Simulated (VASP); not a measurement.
## What a change does: single-point calculation on BaTiO3

System: BaTiO3 (5 atoms in the cell).
Method of run 1: Kohn-Sham DFT of a periodic cell, LDA, VASP PAW LDA potentials, recommended, no spin polarisation (VASP 6.6.1).

The structure derives from an entry of the Crystallography Open Database. 

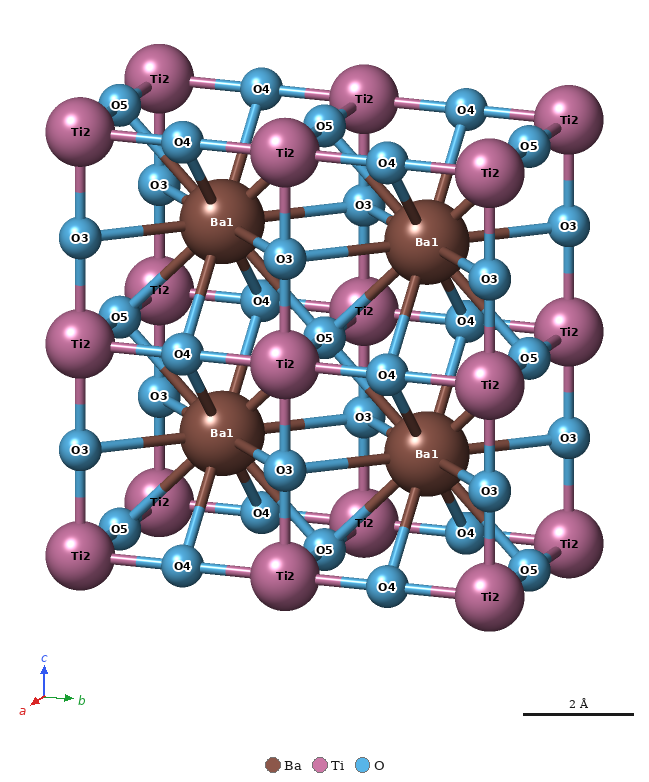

The structure as given in the input (ball-and-stick view of the cell of the calculation, repeated 1 × 2 × 2, seen slightly off an axis; atoms are numbered from 1 in the order of the input).

### INCAR, run 1
```
PREC = Accurate
ENCUT = 900
EDIFF = 1E-8
ISMEAR = 0
SIGMA = 0.05
LREAL = False
LASPH = True
NELM = 100
ALGO = Normal
ISIF = 2
LWAVE = False
LCHARG = False
GGA = CA
ADDGRID = False
```

### KPOINTS, run 1
```
Automatic mesh
0
Gamma
  8 8 8
```

### POSCAR, run 1
```
BaTiO3
1.0
    4.0060000000      0.0000000000      0.0000000000
    0.0000000000      4.0060000000      0.0000000000
    0.0000000000      0.0000000000      4.0060000000
Ba Ti O
1 1 3
Direct
    0.5000000000      0.5000000000      0.5000000000
    0.0000000000      0.0000000000      0.0000000000
    0.0000000000      0.0000000000      0.5000000000
    0.0000000000      0.5000000000      0.0000000000
    0.5000000000      0.0000000000      0.0000000000
```

Command:
```bash
cat potpaw_LDA.64/Ba_sv/POTCAR potpaw_LDA.64/Ti_sv/POTCAR potpaw_LDA.64/O/POTCAR > POTCAR
mpirun -np 1 vasp_std > vasp.out
```

Hardware: 1 thread of AMD EPYC (Zen 3), 1656 GiB of memory available, shared host.

### OSZICAR and lines of OUTCAR (run 1)
```
N       E                     dE             d eps       ncg     rms          rms(c)
DAV:   1     0.555112534971E+03    0.55511E+03   -0.28644E+04  1680   0.266E+03
DAV:   2     0.169774183787E+02   -0.53814E+03   -0.53047E+03  1960   0.592E+02
DAV:   3    -0.516551408874E+02   -0.68633E+02   -0.64887E+02  2080   0.177E+02
DAV:   4    -0.547855726983E+02   -0.31304E+01   -0.31290E+01  2584   0.391E+01
DAV:   5    -0.548480977997E+02   -0.62525E-01   -0.62521E-01  2200   0.507E+00    0.224E+01
DAV:   6    -0.444790092373E+02    0.10369E+02   -0.74347E+01  2568   0.762E+01    0.103E+01
DAV:   7    -0.443465907259E+02    0.13242E+00   -0.12489E+01  2088   0.259E+01    0.633E+00
DAV:   8    -0.441251112269E+02    0.22148E+00   -0.11562E+00  2240   0.103E+01    0.259E+00
DAV:   9    -0.441361220840E+02   -0.11011E-01   -0.22495E-01  2256   0.336E+00    0.121E+00
DAV:  10    -0.441197251722E+02    0.16397E-01   -0.95176E-02  2208   0.325E+00    0.335E-01
DAV:  11    -0.441190818775E+02    0.64329E-03   -0.49761E-03  2512   0.557E-01    0.542E-02
DAV:  12    -0.441190330215E+02    0.48856E-04   -0.39683E-04  2016   0.216E-01    0.188E-02
DAV:  13    -0.441190260832E+02    0.69383E-05   -0.59333E-05  2544   0.605E-02    0.791E-03
DAV:  14    -0.441190264618E+02   -0.37868E-06   -0.11868E-05  2312   0.302E-02    0.755E-03
DAV:  15    -0.441190259558E+02    0.50600E-06   -0.84981E-06  2152   0.253E-02    0.354E-03
DAV:  16    -0.441190257550E+02    0.20084E-06   -0.15005E-06  2104   0.109E-02    0.664E-04
DAV:  17    -0.441190257534E+02    0.16412E-08   -0.28615E-08  1784   0.140E-03
   1 F= -.44119026E+02 E0= -.44119026E+02  d E =-.175413E-15
[... from OUTCAR:]
  free energy    TOTEN  =       -44.11902575 eV
  energy without entropy =      -44.11902575  energy(sigma->0) =      -44.11902575
 E-fermi :   3.7602     XC(G=0): -11.7237     alpha+bet :-14.3214
  free  energy   TOTEN  =       -44.1190257534 eV
  energy  without entropy=      -44.1190257534  energy(sigma->0) =      -44.11902575
```

For run 2 the input was changed thus:
```diff
-EDIFF = 1E-8
+EDIFF = 1E-7
-  8 8 8
+  4 4 4
```

Predict how the results change.

Run 2 ends 3.5 meV per atom higher: the change has altered the solution reached or how tightly it is converged. The SCF takes 16 iterations against 17. The irreducible k-points go from 35 to 10. The plane waves at Γ go from 3956.0 to 3952.0. On the same kind of shared host run 2 took about 0.21 times as long.

### OSZICAR and lines of OUTCAR (run 2)
```
N       E                     dE             d eps       ncg     rms          rms(c)
DAV:   1     0.569079537872E+03    0.56908E+03   -0.28748E+04   480   0.268E+03
DAV:   2     0.266691411267E+02   -0.54241E+03   -0.53445E+03   552   0.603E+02
DAV:   3    -0.512490671786E+02   -0.77918E+02   -0.75807E+02   592   0.183E+02
DAV:   4    -0.547886620286E+02   -0.35396E+01   -0.35377E+01   728   0.417E+01
DAV:   5    -0.548471205066E+02   -0.58458E-01   -0.58450E-01   648   0.529E+00    0.224E+01
DAV:   6    -0.445142658945E+02    0.10333E+02   -0.73986E+01   696   0.756E+01    0.103E+01
DAV:   7    -0.443047092165E+02    0.20956E+00   -0.11423E+01   592   0.252E+01    0.617E+00
DAV:   8    -0.441115996608E+02    0.19311E+00   -0.13731E+00   584   0.109E+01    0.240E+00
DAV:   9    -0.441174824813E+02   -0.58828E-02   -0.17845E-01   616   0.305E+00    0.113E+00
DAV:  10    -0.441026415662E+02    0.14841E-01   -0.83324E-02   576   0.291E+00    0.335E-01
DAV:  11    -0.441017435801E+02    0.89799E-03   -0.89457E-03   712   0.741E-01    0.733E-02
DAV:  12    -0.441016330989E+02    0.11048E-03   -0.13795E-03   544   0.378E-01    0.496E-02
DAV:  13    -0.441016182537E+02    0.14845E-04   -0.17507E-04   608   0.100E-01    0.950E-03
DAV:  14    -0.441016202654E+02   -0.20117E-05   -0.55154E-05   592   0.725E-02    0.177E-02
DAV:  15    -0.441016164788E+02    0.37867E-05   -0.14559E-05   560   0.358E-02    0.187E-03
DAV:  16    -0.441016164955E+02   -0.16778E-07   -0.45431E-07   608   0.523E-03
   1 F= -.44101616E+02 E0= -.44101616E+02  d E =-.132714E-29
[... from OUTCAR:]
  free energy    TOTEN  =       -44.10161650 eV
  energy without entropy =      -44.10161650  energy(sigma->0) =      -44.10161650
 E-fermi :   3.8963     XC(G=0): -11.7238     alpha+bet :-14.3214
  free  energy   TOTEN  =       -44.1016164955 eV
  energy  without entropy=      -44.1016164955  energy(sigma->0) =      -44.10161650
```

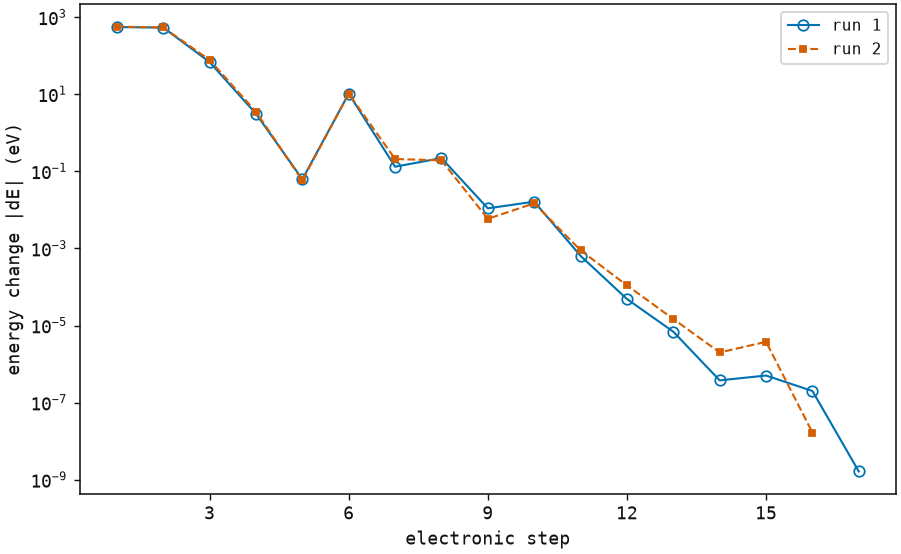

Convergence of the two runs: energy change |dE| against the electronic step. Run 1 takes 17 steps in all, and run 2 takes 16.

### The two runs side by side

```csv
quantity,run 1,run 2
outcome,converged,converged
free energy per atom (eV),−8.8238,−8.8203
gap on the mesh (eV),1.65,1.64
pressure (GPa),−7.19,−7.14
largest force (eV/Å),0.000,0.000
SCF iterations,17,16
irreducible k-points,35,10
plane waves at Γ,3956,3952
```

For run 1: The cell is under a tension of 7.2 GPa at this level, so it is not at its equilibrium volume. For run 2: The settings depart from the standard set-up of this series, which can bear on the numbers.
